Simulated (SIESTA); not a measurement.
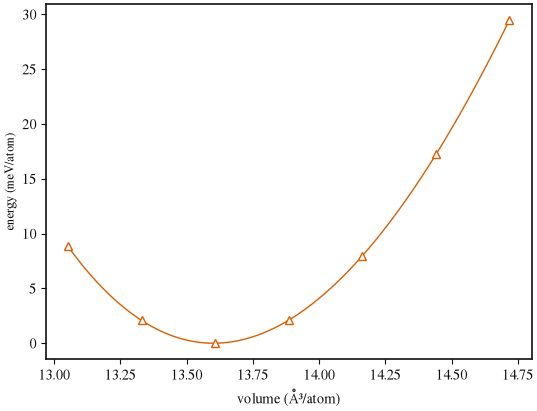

The picture above shows the energy against volume for CaO, space group Fm-3m (No. 225).

Structure:
```
Ca O
1.0
     0.00000    2.40356    2.40356
     2.40356    0.00000    2.40356
     2.40356    2.40356    0.00000
Ca O
1 1
Direct
  0.00000 0.00000 0.00000
  0.50000 0.50000 0.50000
```

Method: DFT in numerical atomic orbitals with pseudopotentials, no spin polarisation; energies at scaled volumes of the given cell, shape and fractions fixed, counted from the fit's minimum, third-order Birch-Murnaghan fit (SIESTA 5.4.2). Level: PBEsol.

| setting | value |
| --- | --- |
| k mesh | 10×10×10 |
| occupations | Fermi–Dirac |
| smearing width | 0.05 eV |
| potentials | PseudoDojo 0.4 standard, converted to PSML, two zetas on semicore shells |
| program settings | basis DZP, mesh cutoff 800 Ry |

From this curve and the settings, what does the calculation give for the pressure at the same points?

The pressure falls from 5.34 GPa at volume 13.05 Å³/atom to −7.91 GPa at 14.72 Å³/atom, and changes sign near 13.60 Å³/atom.

```csv
volume (Å³/atom),pressure (GPa)
13.05,5.34
13.33,2.53
13.61,-0.05
13.89,-2.32
14.16,-4.40
14.44,-6.26
14.72,-7.91
```

Caveats: mulliken charges of long orbitals.
